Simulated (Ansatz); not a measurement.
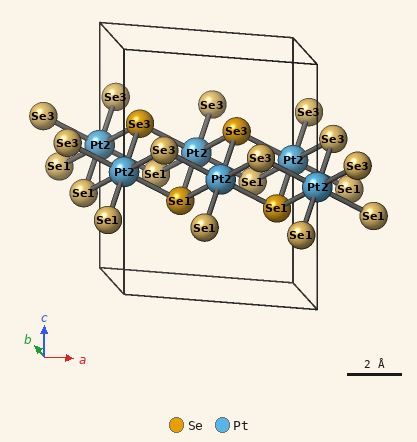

*The input geometry (ball-and-stick view of the 2 × 1 repeat of the cell, with the vacuum cut short, seen slightly off an axis; neighbours outside the cell are drawn fainter; atoms are numbered from 1 in the order of the input).*

Near neighbours in the crystal (not all of them lie inside the picture): Se has 3 Pt at 2.53 Å; Pt has 6 Se at 2.53 Å.

**Single-point calculation, with input and output: PtSe₂**

System: PtSe₂ (slab, 3 atoms in the cell).
Method: DFT PBE+D3(BJ), scalar-relativistic, plane waves, PAW, PAW set soft_1, no spin polarisation (Ansatz 0.2.0).

The structure derives from an entry of the Crystallography Open Database. Figures and captions count atoms from 1; the log counts them from 0 in places.

## Input file
```yaml
crystal:
  lattice:
    - [3.7715031148, 0.0, 0.0]
    - [-1.8857515574, 3.2662175078, 0.0]
    - [0.0, 0.0, 31.1212903762]
  atoms:
    - { symbol: Se, position: [0.6666666667, 0.3333333333, 0.4588602343] }
    - { symbol: Pt, position: [0.0, 0.0, 0.5] }
    - { symbol: Se, position: [0.3333333333, 0.6666666667, 0.5411397657] }
  periodic: [true, true, false]
basis:
  ecutwfc: 420
kpoints:
  mp_grid: { grid: [6, 6, 1] }
hamiltonian:
  xc: pbe
  pseudopotentials: { kind: paw, azcp: { folder: soft_1 } }
  dispersion: d3bj
scf:
  occupations: { method: gaussian, width: 0.1 }
output:
  forces: true
  stress: true
  eigenvalues: true
```

Machine: 2 threads of Arm Neoverse V1, 24 GiB of memory available, shared host.

Command:
```bash
ansatz run input.yaml --threads 2 --pin off --max-ram 6144MiB --backend cpu --events-out ev --progress --plain --runs-dir out
```

## The program's output
```
Engine: ansatz 0.2.0, aarch64-unknown-linux-gnu
Pseudopotentials: kind: paw
Pseudopotential: Se, paw, valence charge 16, recommended cutoff 420 eV (normal), [file]
Pseudopotential: Pt, paw, valence charge 18, recommended cutoff 420 eV (normal), [file]
Functional definition: PBE
  parameter kappa = 0.804
  parameter beta = 0.06672455060314922
  exchange = pbe_x(kappa = kappa, mu = beta*pi^2/3)
  correlation = pbe_c(beta = beta)
Crystal: 3 atoms, lattice volume = 383.369 Å³
Basis set: ecut = 420 eV, 7545 PW (Γ), exchange–correlation on 54×54×432 points (8 copies of the dense FFT grid, shifted against one another)
Bands: 30, of which v1, the nominal top of the filled ones, is band 25 counted from 1 (24 counted from 0)
Symmetry: 12 space group operations
Space group: P-3m1 (ITA 164), of the structure as read, at distance tolerance 7.3e-5 Å
k-points: 7 of 36
Non-local potential: Se, projectors of the file, l = 0: 2, l = 1: 2, l = 2: 3, l = 3: 1
Non-local potential: Pt, projectors of the file, l = 0: 3, l = 1: 2, l = 2: 2, l = 3: 1
PAW form: soft (Blöchl's): semilocal exchange-correlation on the pseudo side does not see the compensation charge
PAW one-centre angular grid: Se, 590 points (default); XC on 64 Gauss nodes
PAW one-centre angular grid: Pt, 590 points (default); XC on 64 Gauss nodes
Initial density: superposition of atomic densities (neutral atoms: chi_scale 0, normalization atom)
Initial wavefunctions: pseudopotential atomic-orbital guess
Functional: x = pbe(κ = 0.804, μ = 0.2195149727645171), c = pbe(β = 0.06672455060314922)
SCF iter   1: F=—  HF=-23465.756354 eV  |F-HF|=—  |Δ(HF+E_count)|=         —  Δρ=3.28e-2  dr2=4.59e0  ethr=3.10e-3  ⟨swp⟩=10.7  Hψ=1192  notcnv=0
preconditioner: auto → Resta (q_TF=auto, 1.943 Å⁻¹)  ε∞=1.9  [insulator: Δε(μ)=1.828 eV  Ē_g=9.236 eV  σ=0.100 eV  W_gap=1.00  n_scr=36 (ndim 8)  ℏωp=8.9 eV  f_vac=0.796  D(μ)=0.00/eV (n_scr^D=0)  ε∞_Penn≈1.9  vacuum switching on, ρ_ref=6.2e-3 e/Å³]
SCF iter   2: F=—  HF=-23465.634434 eV  |F-HF|=—  |Δ(HF+E_count)|=   1.22e-1  Δρ=2.15e-2  dr2=3.60e0  ethr=3.10e-3  ⟨swp⟩=4.1  Hψ=592  notcnv=0  defer=7
SCF iter   3: F=—  HF=-23464.954065 eV  |F-HF|=—  |Δ(HF+E_count)|=   6.80e-1  Δρ=7.83e-3  dr2=9.56e-2  ethr=3.10e-3  ⟨swp⟩=3.0  Hψ=436  notcnv=0  defer=6
SCF iter   4: F=—  HF=-23464.937040 eV  |F-HF|=—  |Δ(HF+E_count)|=   1.70e-2  Δρ=7.38e-4  dr2=1.17e-3  ethr=1.91e-4  ⟨swp⟩=3.1  Hψ=401  notcnv=0  defer=7
SCF iter   5: F=—  HF=-23464.936585 eV  |F-HF|=—  |Δ(HF+E_count)|=   4.55e-4  Δρ=2.46e-4  dr2=1.53e-4  ethr=2.34e-6  ⟨swp⟩=3.9  Hψ=465  notcnv=0  defer=7
SCF iter   6: F=—  HF=-23464.936650 eV  |F-HF|=—  |Δ(HF+E_count)|=   6.53e-5  Δρ=6.86e-5  dr2=2.32e-5  ethr=3.06e-7  ⟨swp⟩=4.0  Hψ=492  notcnv=0  defer=7
SCF iter   7: F=—  HF=-23464.936753 eV  |F-HF|=—  |Δ(HF+E_count)|=   1.03e-4  Δρ=1.72e-5  dr2=1.34e-6  ethr=4.63e-8  ⟨swp⟩=2.3  Hψ=376  notcnv=0  defer=7
SCF iter   8: F=—  HF=-23464.936754 eV  |F-HF|=—  |Δ(HF+E_count)|=   1.29e-6  Δρ=7.24e-6  dr2=1.72e-7  ethr=2.67e-9  ⟨swp⟩=4.0  Hψ=524  notcnv=0  defer=7
SCF iter   9: F=-23464.936754 eV  HF=-23464.936754 eV  |F-HF|=2.46e-9  |Δ(HF+E_count)|=   4.45e-8  Δρ=1.98e-6  dr2=1.86e-8  ethr=2.00e-10  ⟨swp⟩=18.6  Hψ=1219  notcnv=0
SCF 1 converged in 9 iterations: F = -23464.936754 eV  dr2 = 1.86e-8
  greatest PAW one-centre occupation: 1.000 electrons in one spin orbital (limit 2), on the Pt atom at site 1 (counted from 0), in its partial waves of l = 0
SCF converged after 9 iterations
Free energy (F): -23464.936754 eV
Harris-Foulkes:  -23464.936754 eV  (|F-HF|=2.46e-9)
Internal energy: -23464.936754 eV  (E = F + TS)
E sigma→0 (E₀):  -23464.936754 eV
Fermi energy:    -4.904420 eV
--- Per-component energies (eV) ---
  E_band       = -1848.479064
  E_kinetic    = 815.611743
  E_local      = -126185.043891  (includes V_loc(G=0)·N_el)
  E_nonlocal   = -504.463380
  E_hartree    = 62585.797093
  E_xc         = -401.762080
  E_vxc        = -451.079999  (∫ρ·V_xc dr)
  E_paw        = -13744.487948  (= ΣΔE_a)
  E_vpaw       = -695.095716  (= ΣTr[D̂ρ^β])
  E_aug_tail   = 0.000357  (compensation charges beyond the density's cutoff)
  E_ewald      = 53970.281672
  E_disp       = -0.870321  (pairwise vdW)
  E_smearing   = -0.000000  (= −TS)
  E_closure    = -0.000000  (closes the sum)
  Σ components = -23464.936754   (vs F -23464.936754, Δ=0.00e0)
--- Forces (eV/Å), atoms counted from 1 ---
  atom   1  Se    -0.00000000     0.00000000    -0.08248308
  atom   2  Pt    -0.00000000     0.00000000     0.00000000
  atom   3  Se     0.00000000    -0.00000000     0.08248308
  max |Σ_I F_I| component: 2.31e-18 eV/Å
--- 2D stress c σ (N/m, compression-positive) ---
       -1.271969       0.000000       0.000000
        0.000000      -1.271969       0.000000
        0.000000       0.000000       0.000000
  P = ½ c Tr σ = -1.2720 N/m
--- Band table (eV; the first three rows and the last of 7) ---
  k-point 0: bands = ["-104.2117", "-58.3781", "-58.3781", "-58.2672", "-53.0888", "-53.0888", "-53.0871", "-53.0871", "-53.0498", "-53.0498", "-53.0468", "-53.0468", "-53.0338", "-53.0335", "-19.6908", "-17.8367", "-10.8358", "-10.8358", "-10.6678", "-8.5341", "-8.5341", "-6.8761", "-6.2481", "-5.8101", "-5.8101", "-2.7946", "-2.7946", "-1.2259 (-1.2259°)", "-0.4940", "-0.1528"]
  k-point 1: bands = ["-104.2117", "-58.3801", "-58.3786", "-58.2671", "-53.0886", "-53.0885", "-53.0876", "-53.0872", "-53.0495", "-53.0493", "-53.0474", "-53.0469", "-53.0337", "-53.0335", "-19.4120", "-17.8750", "-10.8258", "-10.6647", "-10.4120", "-9.0047", "-8.7085", "-7.6325", "-5.9431", "-5.8906", "-5.8345", "-4.0818", "-3.0996", "-0.3961 (-0.3964°)", "-0.0673", "0.4217"]
  k-point 2: bands = ["-104.2116", "-58.3841", "-58.3798", "-58.2668", "-53.0884", "-53.0882", "-53.0878", "-53.0873", "-53.0489", "-53.0488", "-53.0480", "-53.0474", "-53.0335", "-53.0334", "-18.7392", "-17.9722", "-11.0489", "-10.3825", "-10.2181", "-9.4512", "-8.6802", "-7.9660", "-7.0626", "-6.6660", "-6.2210", "-3.9772", "-3.1303", "-0.7513", "0.7615", "1.0085"]
  k-point 6: bands = ["-104.2115", "-58.3839", "-58.3839", "-58.2666", "-53.0885", "-53.0881", "-53.0881", "-53.0870", "-53.0501", "-53.0480", "-53.0480", "-53.0472", "-53.0334", "-53.0334", "-18.0748", "-18.0748", "-10.9731", "-10.5237", "-10.5237", "-9.1084", "-9.1084", "-8.2377", "-7.8538", "-6.7145", "-6.7145", "-3.9136", "-3.9136", "0.4318", "2.4718", "2.4718"]
  ° read free of the cell's end (the report's vacuum.weakly_bound_levels)
```

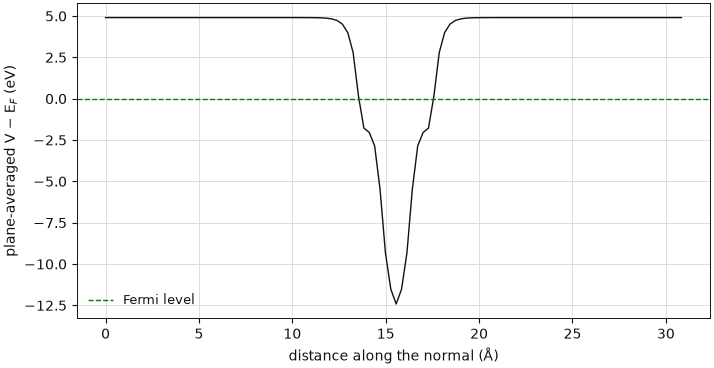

*Plane average of the electrostatic potential energy of an electron across the cell, from the Fermi level.*

The vacuum level lies 4.90 eV above the Fermi level.

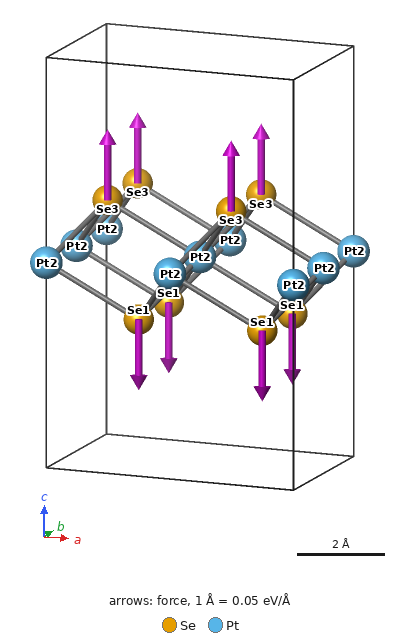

*Forces on the atoms as pink arrows (ball-and-stick view of the 2 × 2 repeat of the cell, with the vacuum cut short, seen slightly off an axis; atoms are numbered from 1 in the order of the input).*

The largest act on Se1, Se3 (0.08 eV/Å). The geometry is not a stationary point of this energy.

## Summary

| quantity | value |
| --- | --- |
| outcome | converged |
| electrons treated | 50 |
| free energy | −23464.9368 eV |
| work function, top face | 4.90 eV |
| work function, bottom face | 4.90 eV |
| Fermi energy | −4.904 eV |
| gap on the k-point mesh | 1.65 eV |
| work function (upper face) | 4.90 eV |
| largest force (length of the vector) | 0.082 eV/Å |
| wall time | 3.5 s (CPU time 6.8 s) |
| peak memory | 0.6 GiB |

## Remarks

Spin–orbit coupling is left out, which matters for Pt.
